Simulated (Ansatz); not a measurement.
# Run report: NbN, single-point calculation (part 2 of 3)

NbN (Fm-3m, 2 atoms in the cell); DFT PBE+U, scalar-relativistic, plane waves, PAW, Ueff = 3 eV on Nb atom 1 d, spin-polarised (Ansatz 0.2.0); cutoff 420 eV, 7×7×7 k-mesh, Gaussian smearing of 0.05 eV, collinear spins. The structure derives from an entry of the Crystallography Open Database. It belongs to a series of runs on one base structure; here: natural orbitals of the symmetric run, filled by rank.

Geometry of the input (Å; fractional positions):
```
0.0000  2.1945  2.1945
2.1945  0.0000  2.1945
2.1945  2.1945  0.0000
Nb 0.5000  0.5000  0.5000
N  0.0000  0.0000  0.0000
```

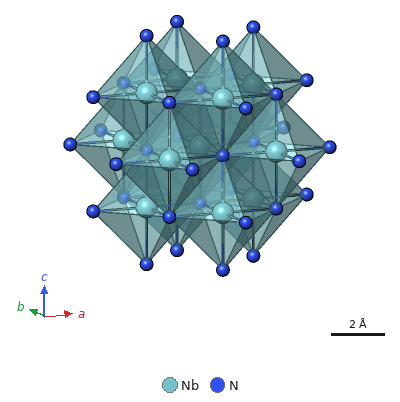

Fig. 1: The structure (polyhedral view of the cell 4 times as large as that of the calculation, set on its symmetry axes, seen slightly off an axis; polyhedra are completed across the faces of the cell).

Log, continued
```
SCF iter   1: F=—  HF=-4934.066391 eV  |F-HF|=—  |Δ(HF+E_count)|=         —  Δρ=1.08e-1 (↑1.08e-1 ↓7.29e-2)  dr2=4.95e0  dr2_m=7.50e-1  M=1.152 μB ∫|m|=1.152 μB  β_m=0.30  ethr=3.10e-3  ⟨swp⟩=5.0  Hψ=5520  notcnv=0
preconditioner: auto → none  [insulator: Δε(μ)=0.198 eV  Ē_g=12.706 eV  σ=0.050 eV  W_gap=0.81  n_scr=8 (ndim 8)  ℏωp=25.5 eV  f_vac=0.000  D(μ)=1.17/eV (n_scr^D=14)  ε∞_Penn≈5.0]
SCF iter   2: F=—  HF=-4932.961288 eV  |F-HF|=—  |Δ(HF+E_count)|=    1.11e0  Δρ=4.95e-2 (↑4.75e-2 ↓4.95e-2)  dr2=1.98e-1  dr2_m=3.34e-1  M=1.124 μB ∫|m|=1.148 μB  β_m=0.30  ethr=3.10e-3  ⟨swp⟩=3.0  Hψ=2635  notcnv=0  defer=65
SCF iter   3: F=—  HF=-4933.014339 eV  |F-HF|=—  |Δ(HF+E_count)|=   5.31e-2  Δρ=3.41e-2 (↑3.40e-2 ↓3.41e-2)  dr2=7.59e-2  dr2_m=1.77e-1  M=1.113 μB ∫|m|=1.128 μB  β_m=0.30  ethr=1.10e-3  ⟨swp⟩=2.1  Hψ=1840  notcnv=0  defer=60
SCF iter   4: F=—  HF=-4933.050510 eV  |F-HF|=—  |Δ(HF+E_count)|=   3.62e-2  Δρ=2.32e-2 (↑2.02e-2 ↓2.32e-2)  dr2=3.88e-3  dr2_m=9.10e-2  M=1.099 μB ∫|m|=1.115 μB  β_m=0.30  ethr=4.22e-4  ⟨swp⟩=3.0  Hψ=1960  notcnv=0  defer=60
SCF iter   5: F=—  HF=-4933.070127 eV  |F-HF|=—  |Δ(HF+E_count)|=   1.96e-2  Δρ=1.64e-2 (↑1.64e-2 ↓1.59e-2)  dr2=1.45e-3  dr2_m=5.01e-2  M=1.084 μB ∫|m|=1.096 μB  β_m=0.30  ethr=2.16e-5  ⟨swp⟩=2.3  Hψ=1925  notcnv=0  defer=60
SCF iter   6: F=—  HF=-4933.080916 eV  |F-HF|=—  |Δ(HF+E_count)|=   1.08e-2  Δρ=1.16e-2 (↑1.16e-2 ↓1.16e-2)  dr2=4.00e-5  dr2_m=2.62e-2  M=1.078 μB ∫|m|=1.090 μB  β_m=0.30  ethr=8.03e-6  ⟨swp⟩=2.3  Hψ=1927  notcnv=0  defer=60
Mixer restart at iter 6: flushing history
spin-set hold released at iteration 6 (site moments contracting): the magnetisation degrees of freedom join the quasi-Newton model from the next iteration; the mixer history was flushed
SCF iter   7: F=—  HF=-4933.086726 eV  |F-HF|=—  |Δ(HF+E_count)|=   5.81e-3  Δρ=8.49e-3 (↑8.49e-3 ↓8.40e-3)  dr2=1.52e-5  dr2_m=1.38e-2  M=1.075 μB ∫|m|=1.086 μB  β_m=0.65  ethr=2.22e-7  ⟨swp⟩=2.0  Hψ=1859  notcnv=0  defer=60
SCF iter   8: F=—  HF=-4933.093388 eV  |F-HF|=—  |Δ(HF+E_count)|=   6.66e-3  Δρ=7.78e-4 (↑4.21e-4 ↓7.78e-4)  dr2=2.90e-4  dr2_m=1.68e-5  M=1.070 μB ∫|m|=1.077 μB  β_m=0.51  ethr=8.44e-8  ⟨swp⟩=3.0  Hψ=2804  notcnv=0  defer=60
SCF iter   9: F=—  HF=-4933.093327 eV  |F-HF|=—  |Δ(HF+E_count)|=   6.18e-5  Δρ=3.98e-4 (↑3.98e-4 ↓1.89e-4)  dr2=1.49e-5  dr2_m=1.57e-5  M=1.070 μB ∫|m|=1.077 μB  β_m=0.58  ethr=8.44e-8  ⟨swp⟩=2.0  Hψ=1843  notcnv=0  defer=60
SCF iter  10: F=—  HF=-4933.093332 eV  |F-HF|=—  |Δ(HF+E_count)|=   5.83e-6  Δρ=1.84e-4 (↑1.84e-4 ↓1.52e-4)  dr2=3.22e-7  dr2_m=5.43e-6  M=1.071 μB ∫|m|=1.077 μB  β_m=0.79  ethr=8.26e-8  ⟨swp⟩=1.6  Hψ=1253  notcnv=0  defer=60
SCF iter  11: F=—  HF=-4933.093337 eV  |F-HF|=—  |Δ(HF+E_count)|=   4.87e-6  Δρ=2.28e-5 (↑2.28e-5 ↓1.75e-5)  dr2=9.40e-9  dr2_m=7.73e-8  M=1.071 μB ∫|m|=1.078 μB  β_m=0.79  ethr=5.56e-10  ⟨swp⟩=11.8  Hψ=8092  notcnv=0
Mixer restart at iter 11: flushing history
SCF iter  12: F=—  HF=-4933.096896 eV  |F-HF|=—  |Δ(HF+E_count)|=         —  Δρ=9.50e-5 (↑1.47e-5 ↓9.50e-5)  dr2=2.36e-6  dr2_m=4.07e-7  M=1.071 μB ∫|m|=1.077 μB  β_m=0.79  ethr=5.22e-11  ⟨swp⟩=3.1  Hψ=2133  notcnv=0
SCF iter  13: F=—  HF=-4934.297065 eV  |F-HF|=—  |Δ(HF+E_count)|=    1.20e0  Δρ=1.43e-2 (↑1.43e-2 ↓1.26e-2)  dr2=6.09e-2  dr2_m=1.90e-2  M=0.825 μB ∫|m|=0.835 μB  β_m=0.07  ethr=5.22e-11  ⟨swp⟩=6.2  Hψ=4124  notcnv=0
SCF iter  14: F=—  HF=-4934.320400 eV  |F-HF|=—  |Δ(HF+E_count)|=   2.33e-2  Δρ=1.34e-2 (↑1.34e-2 ↓1.07e-2)  dr2=3.20e-2  dr2_m=1.83e-2  M=0.809 μB ∫|m|=0.817 μB  β_m=0.09  ethr=5.22e-11  ⟨swp⟩=5.2  Hψ=4061  notcnv=0  defer=47
SCF iter  15: F=—  HF=-4934.359320 eV  |F-HF|=—  |Δ(HF+E_count)|=   3.89e-2  Δρ=1.30e-2 (↑1.30e-2 ↓9.30e-3)  dr2=9.95e-3  dr2_m=2.02e-2  M=0.725 μB ∫|m|=0.735 μB  β_m=0.22  ethr=5.22e-11  ⟨swp⟩=6.0  Hψ=4296  notcnv=0  defer=48
SCF iter  16: F=—  HF=-4934.458550 eV  |F-HF|=—  |Δ(HF+E_count)|=   9.92e-2  Δρ=1.23e-2 (↑1.23e-2 ↓9.12e-3)  dr2=5.48e-3  dr2_m=2.00e-2  M=0.603 μB ∫|m|=0.622 μB  β_m=0.80  ethr=5.22e-11  ⟨swp⟩=5.6  Hψ=4064  notcnv=0  defer=51
SCF iter  17: F=—  HF=-4934.631957 eV  |F-HF|=—  |Δ(HF+E_count)|=   1.73e-1  Δρ=1.41e-2 (↑1.41e-2 ↓6.88e-3)  dr2=1.55e-2  dr2_m=1.89e-2  M=0.194 μB ∫|m|=0.265 μB  β_m=0.53  ethr=5.22e-11  ⟨swp⟩=5.6  Hψ=4542  notcnv=0  defer=54
SCF iter  18: F=—  HF=-4934.685212 eV  |F-HF|=—  |Δ(HF+E_count)|=   5.33e-2  Δρ=7.65e-3 (↑7.65e-3 ↓4.34e-3)  dr2=5.93e-3  dr2_m=5.30e-3  M=-0.028 μB ∫|m|=0.093 μB  β_m=0.55  ethr=5.22e-11  ⟨swp⟩=5.4  Hψ=4792  notcnv=0  defer=66
SCF iter  19: F=—  HF=-4934.694611 eV  |F-HF|=—  |Δ(HF+E_count)|=   9.40e-3  Δρ=3.60e-3 (↑3.60e-3 ↓2.84e-3)  dr2=1.31e-3  dr2_m=1.63e-3  M=-0.020 μB ∫|m|=0.074 μB  β_m=0.78  ethr=5.22e-11  ⟨swp⟩=5.3  Hψ=4098  notcnv=0  defer=67
SCF iter  20: F=—  HF=-4934.697670 eV  |F-HF|=—  |Δ(HF+E_count)|=   3.06e-3  Δρ=6.07e-4 (↑6.07e-4 ↓5.19e-4)  dr2=6.33e-5  dr2_m=4.58e-5  M=-0.007 μB ∫|m|=0.057 μB  β_m=0.87  ethr=5.22e-11  ⟨swp⟩=5.1  Hψ=3727  notcnv=0  defer=67
SCF iter  21: F=—  HF=-4934.697735 eV  |F-HF|=—  |Δ(HF+E_count)|=   6.57e-5  Δρ=3.46e-4 (↑3.46e-4 ↓1.92e-4)  dr2=1.03e-5  dr2_m=1.15e-5  M=0.011 μB ∫|m|=0.060 μB  β_m=0.93  ethr=5.22e-11  ⟨swp⟩=4.0  Hψ=2884  notcnv=0  defer=67
SCF iter  22: F=—  HF=-4934.697821 eV  |F-HF|=—  |Δ(HF+E_count)|=   8.61e-5  Δρ=3.90e-4 (↑3.90e-4 ↓3.05e-4)  dr2=5.87e-6  dr2_m=2.16e-5  M=0.025 μB ∫|m|=0.062 μB  β_m=0.97  ethr=5.22e-11  ⟨swp⟩=3.9  Hψ=2679  notcnv=0  defer=67
SCF iter  23: F=—  HF=-4934.697858 eV  |F-HF|=—  |Δ(HF+E_count)|=   3.62e-5  Δρ=4.59e-4 (↑4.59e-4 ↓3.74e-4)  dr2=8.66e-6  dr2_m=3.10e-5  M=0.031 μB ∫|m|=0.065 μB  β_m=0.98  ethr=5.22e-11  ⟨swp⟩=3.0  Hψ=2514  notcnv=0  defer=67
SCF iter  24: F=—  HF=-4934.697810 eV  |F-HF|=—  |Δ(HF+E_count)|=   4.79e-5  Δρ=3.51e-4 (↑2.14e-4 ↓3.51e-4)  dr2=3.84e-6  dr2_m=1.47e-5  M=-0.019 μB ∫|m|=0.050 μB  β_m=0.99  ethr=5.22e-11  ⟨swp⟩=4.3  Hψ=2974  notcnv=0  defer=67
SCF iter  25: F=—  HF=-4934.697795 eV  |F-HF|=—  |Δ(HF+E_count)|=   1.44e-5  Δρ=2.92e-4 (↑2.05e-4 ↓2.92e-4)  dr2=1.76e-6  dr2_m=1.16e-5  M=-0.015 μB ∫|m|=0.051 μB  β_m=1.00  ethr=5.22e-11  ⟨swp⟩=3.6  Hψ=2467  notcnv=0  defer=67
SCF iter  26: F=—  HF=-4934.697785 eV  |F-HF|=—  |Δ(HF+E_count)|=   1.02e-5  Δρ=2.32e-4 (↑1.40e-4 ↓2.32e-4)  dr2=1.20e-6  dr2_m=6.55e-6  M=-0.008 μB ∫|m|=0.051 μB  β_m=1.00  ethr=5.22e-11  ⟨swp⟩=3.1  Hψ=2520  notcnv=0  defer=67
SCF iter  27: F=—  HF=-4934.697801 eV  |F-HF|=—  |Δ(HF+E_count)|=   1.54e-5  Δρ=1.88e-4 (↑9.78e-5 ↓1.88e-4)  dr2=1.20e-6  dr2_m=3.84e-6  M=-0.005 μB ∫|m|=0.050 μB  β_m=1.00  ethr=5.22e-11  ⟨swp⟩=3.2  Hψ=2533  notcnv=0  defer=67
SCF iter  28: F=—  HF=-4934.697817 eV  |F-HF|=—  |Δ(HF+E_count)|=   1.64e-5  Δρ=1.29e-4 (↑8.28e-5 ↓1.29e-4)  dr2=3.44e-7  dr2_m=2.14e-6  M=0.003 μB ∫|m|=0.050 μB  β_m=1.00  ethr=5.22e-11  ⟨swp⟩=3.3  Hψ=2555  notcnv=0  defer=67
SCF iter  29: F=—  HF=-4934.697825 eV  |F-HF|=—  |Δ(HF+E_count)|=   8.03e-6  Δρ=1.15e-4 (↑6.92e-5 ↓1.15e-4)  dr2=2.61e-7  dr2_m=1.64e-6  M=0.002 μB ∫|m|=0.048 μB  β_m=1.00  ethr=5.22e-11  ⟨swp⟩=3.1  Hψ=2409  notcnv=0  defer=67
SCF iter  30: F=—  HF=-4934.697838 eV  |F-HF|=—  |Δ(HF+E_count)|=   1.29e-5  Δρ=9.06e-5 (↑5.35e-5 ↓9.06e-5)  dr2=1.81e-7  dr2_m=9.92e-7  M=0.002 μB ∫|m|=0.046 μB  β_m=0.30  ethr=5.22e-11  ⟨swp⟩=3.0  Hψ=2487  notcnv=0  defer=67
SCF iter  31: F=—  HF=-4934.697848 eV  |F-HF|=—  |Δ(HF+E_count)|=   1.01e-5  Δρ=7.14e-5 (↑4.29e-5 ↓7.14e-5)  dr2=9.98e-8  dr2_m=6.27e-7  M=0.002 μB ∫|m|=0.043 μB  β_m=0.62  ethr=5.22e-11  ⟨swp⟩=8.0  Hψ=7026  notcnv=0
SCF iter  32: F=—  HF=-4934.697863 eV  |F-HF|=—  |Δ(HF+E_count)|=   1.51e-5  Δρ=5.20e-5 (↑4.21e-5 ↓5.20e-5)  dr2=2.32e-8  dr2_m=4.23e-7  M=0.003 μB ∫|m|=0.038 μB  β_m=0.85  ethr=5.22e-11  ⟨swp⟩=10.2  Hψ=8268  notcnv=0
SCF iter  33: F=—  HF=-4934.697868 eV  |F-HF|=—  |Δ(HF+E_count)|=   4.53e-6  Δρ=2.28e-5 (↑1.79e-5 ↓2.28e-5)  dr2=9.93e-9  dr2_m=7.83e-8  M=0.001 μB ∫|m|=0.034 μB  β_m=0.93  ethr=5.22e-11  ⟨swp⟩=9.5  Hψ=7631  notcnv=0
SCF iter  34: F=—  HF=-4934.697871 eV  |F-HF|=—  |Δ(HF+E_count)|=   2.99e-6  Δρ=3.40e-5 (↑3.25e-5 ↓3.40e-5)  dr2=4.64e-9  dr2_m=2.13e-7  M=0.002 μB ∫|m|=0.032 μB  β_m=0.84  ethr=5.22e-11  ⟨swp⟩=9.2  Hψ=7486  notcnv=0
iter 35 did not close the SCF: its close was put off for a magnetic moment that had not settled (scf_convergence_deferred on its scf_iter line)
SCF iter  35: F=-4934.697872 eV  HF=-4934.697872 eV  |F-HF|=2.72e-8  |Δ(HF+E_count)|=   1.34e-6  Δρ=9.05e-6 (↑9.05e-6 ↓4.14e-6)  dr2=5.46e-9  dr2_m=7.35e-9  M=0.001 μB ∫|m|=0.028 μB  β_m=0.66  ethr=2.58e-11  ⟨swp⟩=9.7  Hψ=7658  notcnv=0
iter 36 did not close the SCF: its close was put off for a magnetic moment that had not settled (scf_convergence_deferred on its scf_iter line)
SCF iter  36: F=-4934.697873 eV  HF=-4934.697873 eV  |F-HF|=3.75e-9  |Δ(HF+E_count)|=   6.14e-7  Δρ=6.01e-6 (↑6.01e-6 ↓4.24e-6)  dr2=9.78e-9  dr2_m=2.14e-9  M=0.000 μB ∫|m|=0.024 μB  β_m=0.80  ethr=2.58e-11  ⟨swp⟩=5.6  Hψ=6821  notcnv=0
iter 37 did not close the SCF: its close was put off for a magnetic moment that had not settled (scf_convergence_deferred on its scf_iter line)
SCF iter  37: F=-4934.697873 eV  HF=-4934.697873 eV  |F-HF|=1.41e-8  |Δ(HF+E_count)|=   1.23e-8  Δρ=7.23e-6 (↑5.58e-6 ↓7.23e-6)  dr2=3.72e-9  dr2_m=6.57e-9  M=-0.000 μB ∫|m|=0.020 μB  β_m=0.96  ethr=2.58e-11  ⟨swp⟩=5.8  Hψ=7104  notcnv=0
iter 38 did not close the SCF: its close was put off for a magnetic moment that had not settled (scf_convergence_deferred on its scf_iter line)
SCF iter  38: F=-4934.697872 eV  HF=-4934.697872 eV  |F-HF|=4.32e-9  |Δ(HF+E_count)|=   1.10e-7  Δρ=3.49e-6 (↑3.49e-6 ↓2.76e-6)  dr2=2.02e-10  dr2_m=1.86e-9  M=0.000 μB ∫|m|=0.019 μB  β_m=0.97  ethr=2.07e-11  ⟨swp⟩=5.1  Hψ=6708  notcnv=0
iter 39 did not close the SCF: its close was put off for a magnetic moment that had not settled (scf_convergence_deferred on its scf_iter line)
SCF iter  39: F=-4934.697873 eV  HF=-4934.697873 eV  |F-HF|=1.38e-9  |Δ(HF+E_count)|=   1.19e-7  Δρ=1.84e-6 (↑1.84e-6 ↓1.38e-6)  dr2=1.23e-10  dr2_m=4.77e-10  M=0.000 μB ∫|m|=0.020 μB  β_m=0.98  ethr=1.12e-12  ⟨swp⟩=4.7  Hψ=6457  notcnv=0
iter 40 did not close the SCF: its close was put off for a magnetic moment that had not settled (scf_convergence_deferred on its scf_iter line)
SCF iter  40: F=-4934.697873 eV  HF=-4934.697873 eV  |F-HF|=3.17e-10  |Δ(HF+E_count)|=   7.21e-8  Δρ=9.56e-7 (↑9.56e-7 ↓6.73e-7)  dr2=4.12e-11  dr2_m=1.22e-10  M=0.000 μB ∫|m|=0.021 μB  β_m=0.98  ethr=1.00e-12  ⟨swp⟩=4.7  Hψ=6461  notcnv=0
iter 41 did not close the SCF: its close was put off for a magnetic moment that had not settled (scf_convergence_deferred on its scf_iter line)
SCF iter  41: F=-4934.697873 eV  HF=-4934.697873 eV  |F-HF|=5.91e-11  |Δ(HF+E_count)|=   1.18e-8  Δρ=3.63e-7 (↑3.63e-7 ↓2.82e-7)  dr2=2.33e-12  dr2_m=1.95e-11  M=0.000 μB ∫|m|=0.022 μB  β_m=0.97  ethr=1.00e-12  ⟨swp⟩=4.0  Hψ=5572  notcnv=0
SCF iter  42: F=-4934.697873 eV  HF=-4934.697873 eV  |F-HF|=0.00e0  |Δ(HF+E_count)|=   2.42e-9  Δρ=1.04e-7 (↑1.04e-7 ↓7.06e-8)  dr2=9.17e-13  dr2_m=1.25e-12  M=0.000 μB ∫|m|=0.022 μB  ethr=1.00e-12  ⟨swp⟩=4.6  Hψ=5986  notcnv=0
WARN: hamiltonian.hubbard: on 1 of 2 specified blocks the occupation matrix of this SCF's result fails the test of the specified filling. At site 0 ↑ (sites count from 0 in the list of atoms of the cell that this SCF solves) the least filled combination of the orbitals specified full has occupation 0.450, and the fullest combination of the orbitals specified empty has occupation 0.438; the filling counts as kept where the first is at least 0.75 and exceeds the second by more than 0.25. The state of this SCF's result may not hold the specified filling, though these bounds can also misjudge a state that does. This warning does not say which state is lower in energy, or whether the specified filling is a self-consistent state at all; see hamiltonian.hubbard.sites[].starting_ns, Limitations, and scf.initial_density.shell_occupations in the input reference
The SCF converged. Along the directions that its mixing steps explored, a Ritz value of the dielectric operator 1 − χ₀K read negative at each of the last 4 readings (its real part and the size of its imaginary part sum to between -1.3 and -0.84).
SCF 1 converged in 42 iterations: F = -4934.697873 eV  dr2 = 9.17e-13
  greatest PAW one-centre occupation: 0.998 electrons in one spin orbital (limit 2), on the Nb atom at site 0 (counted from 0), in its partial waves of l = 0
No search for a lower state was made along the close's negative reading: the deck asks for none (scf.lower_state_search: off) (following: asked_to_warn; scf.lower_state_search in the input reference).
SCF converged after 42 iterations
Magnetization: 0.0002 μB (9.0001 up, 8.9999 down)
```
